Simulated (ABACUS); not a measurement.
**Single-point calculation at one volume of an equation of state, with input and output: ZrS2 (part 1 of 2)**

- system: ZrS2 (P-3m1, 3 atoms in the cell)
- method: Kohn-Sham DFT of a periodic cell, PBE, PseudoDojo NC SR 0.4.1 PBE standard, no spin polarisation (ABACUS 3.10.1)

The structure derives from a Materials Project entry. It belongs to a series of runs on one base structure; here: volume scaled by 0.98.

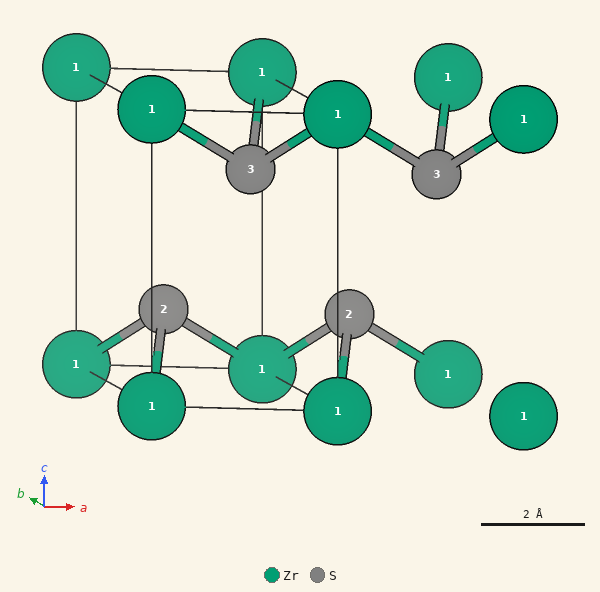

**Figure 1.** The structure as given in the input (ball-and-stick view of the cell of the calculation, repeated 2 × 1 × 1, seen slightly off an axis; atoms are numbered from 1 in the order of the input).

**Input**
```
INPUT_PARAMETERS
suffix              ZrS2
calculation         scf
basis_type          pw
pseudo_dir          ./
symmetry            1
dft_functional      pbe
ecutwfc             66
pseudo_rcut         10
nspin               1
nbands              16
ks_solver           dav
smearing_method     fd
smearing_sigma      0.00367493
scf_thr             1e-08
scf_nmax            100
mixing_type         broyden
mixing_beta         0.7
cal_force           1
cal_stress          1
kpar                4
```

**File STRU**
```
ATOMIC_SPECIES
Zr 91.2240 Zr.upf
S 32.0600 S.upf

LATTICE_CONSTANT
1.8897261246

LATTICE_VECTORS
3.6666074238 0.0000000000 0.0000000000
-1.8333037119 3.1753751747 0.0000000000
0.0000000000 0.0000000000 6.0005316473

ATOMIC_POSITIONS
Direct

Zr
0.0
1
0.0000000000 0.0000000000 0.0000000000 1 1 1

S
0.0
2
0.3333333333 0.6666666667 0.2379099700 1 1 1
0.6666666667 0.3333333333 0.7620900300 1 1 1
```

**File KPT**
```
K_POINTS
0
Gamma
8 8 5 0 0 0
```

Machine: 4 threads of Intel Xeon (Sapphire Rapids), 16 GiB of memory available, shared host.

Launched with:
```bash
OMP_NUM_THREADS=1 mpirun -np 4 abacus > log
```

**What the program printed**
```
ABACUS v3.10.1

               Atomic-orbital Based Ab-initio Computation at UStc

 ------------------------------------------------------------------------------------

 READING GENERAL INFORMATION
                           global_out_dir = OUT.ZrS2/
                           global_in_card = INPUT
                               pseudo_dir = ./
                              orbital_dir =
                                    DSIZE = 4
                                    GSIZE = 1

 READING UNITCELL INFORMATION
                                    ntype = 2
                  lattice constant (Bohr) = 1.88973
              lattice constant (Angstrom) = 1

 READING ATOM TYPE 1
                               atom label = Zr
                      L=0, number of zeta = 1
                      L=1, number of zeta = 1
                      L=2, number of zeta = 1
             number of atom for this type = 1

 READING ATOM TYPE 2
                               atom label = S
                      L=0, number of zeta = 1
                      L=1, number of zeta = 1
                      L=2, number of zeta = 1
             number of atom for this type = 2

                        TOTAL ATOM NUMBER = 3
DIRECT COORDINATES
    atom                   x                   y                   z     mag                  vx                  vy                  vz
taud_Zr1            0.0000000000        0.0000000000        0.0000000000  0.0000        0.0000000000        0.0000000000        0.0000000000
taud_S1            0.3333333333        0.6666666667        0.2379099700  0.0000        0.0000000000        0.0000000000        0.0000000000
taud_S2            0.6666666667        0.3333333333        0.7620900300  0.0000        0.0000000000        0.0000000000        0.0000000000

                          Volume (Bohr^3) = 471.461
                             Volume (A^3) = 69.8632

 Lattice vectors: (Cartesian coordinate: in unit of a_0)
             +3.66661                  +0                  +0
              -1.8333            +3.17538                  +0
                   +0                  +0            +6.00053
 Reciprocal vectors: (Cartesian coordinate: in unit of 2 pi/a_0)
            +0.272732           +0.157462                  -0
                   -0           +0.314923                  -0
                   +0                  -0           +0.166652
 The esolver type has been set to : ksdft_pw

                PAO radial cut off (Bohr) = 10

 Read in pseudopotential file is Zr.upf
                     pseudopotential type = NC
          exchange-correlation functional = PBE
                 nonlocal core correction = 1
                        valence electrons = 12
                                     lmax = 2
                           number of zeta = 4
                     number of projectors = 6
                           L of projector = 0
                           L of projector = 0
                           L of projector = 1
                           L of projector = 1
                           L of projector = 2
                           L of projector = 2
                PAO radial cut off (Bohr) = 10

 Read in pseudopotential file is S.upf
                     pseudopotential type = NC
          exchange-correlation functional = PBE
                 nonlocal core correction = 1
                        valence electrons = 6
                                     lmax = 2
                           number of zeta = 2
                     number of projectors = 6
                           L of projector = 0
                           L of projector = 0
                           L of projector = 1
                           L of projector = 1
                           L of projector = 2
                           L of projector = 2
     initial pseudo atomic orbital number = 18

 SETUP THE ELECTRONS NUMBER
            electron number of element Zr = 12
      total electron number of element Zr = 12
             electron number of element S = 6
       total electron number of element S = 12
            AUTOSET number of electrons:  = 24
                           occupied bands = 12
                                   NBANDS = 16
                                   NLOCAL = 27

%%%%%%%%%%%%%%%%%%%%%%%%%%%%%%%%%%%%%%%%%%%%%%%%%%%%%%%%%%%%%%%%%%%%%%%%%%%%%%%%%%%%%%%%%%%%%%%%%%%%%%%%%%
 Warning: the number of valence electrons in pseudopotential > 4 for Zr: [Kr] 4d2 5s2
 Pseudopotentials with additional electrons can yield (more) accurate outcomes, but may be less efficient.
 If you're confident that your chosen pseudopotential is appropriate, you can safely ignore this warning.
%%%%%%%%%%%%%%%%%%%%%%%%%%%%%%%%%%%%%%%%%%%%%%%%%%%%%%%%%%%%%%%%%%%%%%%%%%%%%%%%%%%%%%%%%%%%%%%%%%%%%%%%%%

 SETUP THE PLANE WAVE BASIS
 energy cutoff for charge/potential (unit:Ry) = 264
            fft grid for charge/potential = [ 36, 36, 60 ]
                        fft grid division = [ 1, 1, 1 ]
        big fft grid for charge/potential = [ 36, 36, 60 ]
                                     nbxx = 77760
                                     nrxx = 77760

 SETUP PLANE WAVES FOR CHARGE/POTENTIAL
                    number of plane waves = 34121
                         number of sticks = 859

 PARALLEL PW FOR CHARGE/POTENTIAL
     PROC   COLUMNS(POT)             PW
        1            859          34121
 --------------- sum -------------------
        1            859          34121
                            number of |g| = 1628
                                  max |g| = 23.8707
                                  min |g| = 0

----------- Double Check Mixing Parameters Begin ------------
mixing_type: broyden
mixing_beta: 0.7
mixing_gg0: 1
mixing_gg0_min: 0.1
mixing_ndim: 8
----------- Double Check Mixing Parameters End ------------

 LATTICE VECTORS: (CARTESIAN COORDINATE: IN UNIT OF A0)
             +3.66661                  +0                  +0
              -1.8333            +3.17538                  +0
                   +0                  +0            +6.00053
                       right hand lattice = 1
                                   NORM_A = 3.66661
                                   NORM_B = 3.66661
                                   NORM_C = 6.00053
                           ALPHA (DEGREE) = 90
                           BETA  (DEGREE) = 90
                           GAMMA (DEGREE) = 120

 The lattice vectors have been changed (STRU_SIMPLE.cif)

(for optimal symmetric configuration:)
                             BRAVAIS TYPE = 4
                     BRAVAIS LATTICE NAME = 04. Hexagonal cell
                                    ibrav = 4
                                    IBRAV = 4
                                  BRAVAIS = HEXAGONAL CELL
                       LATTICE CONSTANT A = 3.66661
                                C/A RATIO = 1.63654
Original cell was already a primitive cell.
                        ROTATION MATRICES = 24
              PURE POINT GROUP OPERATIONS = 12
                   SPACE GROUP OPERATIONS = 12
                                       C2 = 3
                                       C3 = 2
                                       C4 = 0
                                       C6 = 0
                                       S1 = 3
                                       S3 = 0
                                       S4 = 0
                                       S6 = 2
                              POINT GROUP = D_3d
                                       C2 = 3
                                       C3 = 2
                                       C4 = 0
                                       C6 = 0
                                       S1 = 3
                                       S3 = 0
                                       S4 = 0
                                       S6 = 2
               POINT GROUP IN SPACE GROUP = D_3d

 SETUP K-POINTS
                                    nspin = 1
                   Input type of k points = Monkhorst-Pack(Gamma)
                                   nkstot = 320
                       right hand lattice = 1
(for reciprocal lattice: )
                             BRAVAIS TYPE = 4
                     BRAVAIS LATTICE NAME = 04. Hexagonal cell
                                    ibrav = 4
                       right hand lattice = 1
(for k-lattice: )
                             BRAVAIS TYPE = 4
                     BRAVAIS LATTICE NAME = 04. Hexagonal cell
                                    ibrav = 4
                       right hand lattice = 1
                        ROTATION MATRICES = 24
                               nkstot_ibz = 40
K-POINTS REDUCTION ACCORDING TO SYMMETRY
     IBZ    DIRECT_X    DIRECT_Y    DIRECT_Z  WEIGHT  ibz2bz
       1  0.00000000  0.00000000  0.00000000  0.0031       0
       2 -0.12500000  0.12500000  0.00000000  0.0187       1
       3 -0.25000000  0.25000000  0.00000000  0.0187       2
       4 -0.37500000  0.37500000  0.00000000  0.0187       3
       5  0.50000000  0.50000000  0.00000000  0.0094       4
       6 -0.12500000  0.25000000  0.00000000  0.0187       9
       7 -0.25000000  0.37500000  0.00000000  0.0375      10
       8  0.50000000  0.37500000  0.00000000  0.0375      11
       9  0.50000000  0.25000000  0.00000000  0.0187      18
      10  0.37500000  0.37500000  0.00000000  0.0187      19
      11  0.00000000  0.00000000  0.20000000  0.0063      64
      12 -0.12500000  0.12500000  0.20000000  0.0187      65
      13 -0.25000000  0.25000000  0.20000000  0.0187      66
      14 -0.37500000  0.37500000  0.20000000  0.0187      67
      15  0.50000000  0.50000000  0.20000000  0.0187      68
      16  0.37500000 -0.37500000  0.20000000  0.0187      69
      17  0.25000000 -0.25000000  0.20000000  0.0187      70
      18  0.12500000 -0.12500000  0.20000000  0.0187      71
      19 -0.12500000  0.25000000  0.20000000  0.0375      73
      20 -0.25000000  0.37500000  0.20000000  0.0375      74
      21  0.50000000  0.37500000  0.20000000  0.0375      75
      22  0.37500000  0.50000000  0.20000000  0.0375      76
      23  0.37500000 -0.25000000  0.20000000  0.0375      77
      24  0.50000000  0.25000000  0.20000000  0.0375      82
      25  0.37500000  0.37500000  0.20000000  0.0375      83
      26  0.00000000  0.00000000  0.40000000  0.0063     128
      27 -0.12500000  0.12500000  0.40000000  0.0187     129
      28 -0.25000000  0.25000000  0.40000000  0.0187     130
      29 -0.37500000  0.37500000  0.40000000  0.0187     131
      30  0.50000000  0.50000000  0.40000000  0.0187     132
[... 10 further k points ...]

                               nkstot now = 40
[... K-POINTS DIRECT COORDINATES: 40 rows ...]

           k-point number in this process = 10
       minimum distributed K point number = 10
[... stars of the k points ...]

[... K-POINTS CARTESIAN COORDINATES: 10 rows ...]

[... K-POINTS DIRECT COORDINATES: 10 rows ...]

 SETUP PLANE WAVES FOR WAVE FUNCTIONS
     energy cutoff for wavefunc (unit:Ry) = 66
              fft grid for wave functions = [ 36, 36, 60 ]
                    number of plane waves = 5817
                         number of sticks = 265

 PARALLEL PW FOR WAVE FUNCTIONS
     PROC   COLUMNS(POT)             PW
        1            265           5817
 --------------- sum -------------------
        1            265           5817

 SETUP NONLOCAL PSEUDOPOTENTIALS IN PLANE WAVE BASIS
 Zr non-local projectors:
 projector 1 L=0
 projector 2 L=0
 projector 3 L=1
 projector 4 L=1
 projector 5 L=2
 projector 6 L=2
 S non-local projectors:
 projector 1 L=0
 projector 2 L=0
 projector 3 L=1
 projector 4 L=1
 projector 5 L=2
 projector 6 L=2
      TOTAL NUMBER OF NONLOCAL PROJECTORS = 54

 Init Non-Local PseudoPotential table :
 Init Non-Local-Pseudopotential done.

                                     npwx = 4305

 Make real space PAO into reciprocal space.
       max mesh points in Pseudopotential = 1001
     dq(describe PAO in reciprocal space) = 0.01
                                    max q = 979

 number of pseudo atomic orbitals for Zr is 4
WARNING: norm of atomic wavefunction # 3 of atomic type Zr is 0.999918, renormalized
WARNING: norm of atomic wavefunction # 4 of atomic type Zr is 0.999492, renormalized

 number of pseudo atomic orbitals for S is 2
WARNING: norm of atomic wavefunction # 2 of atomic type S is 0.999996, renormalized

 -------------------------------------------
 SELF-CONSISTENT
 -------------------------------------------
                                 init_chg = atomic

 PW ALGORITHM --------------- ION=   1  ELEC=   1--------------------------------
 Notice: Threshold on eigenvalues was too large.
 hsover_error=0.24 > DRHO=0.204333
 Origin diag ethr = 0.01
 New diag ethr = 0.000851389

 Density error is 0.206255537352
                          Error Threshold = 0.000851389225533
----------------------------------------------------------
     Energy           Rydberg                 eV
----------------------------------------------------------
 E_KohnSham     -145.6679235670      -1981.9137763397
 E_Harris       -146.2758440313      -1990.1849585848
 E_Fermi        0.5081517996         6.9137599237
```
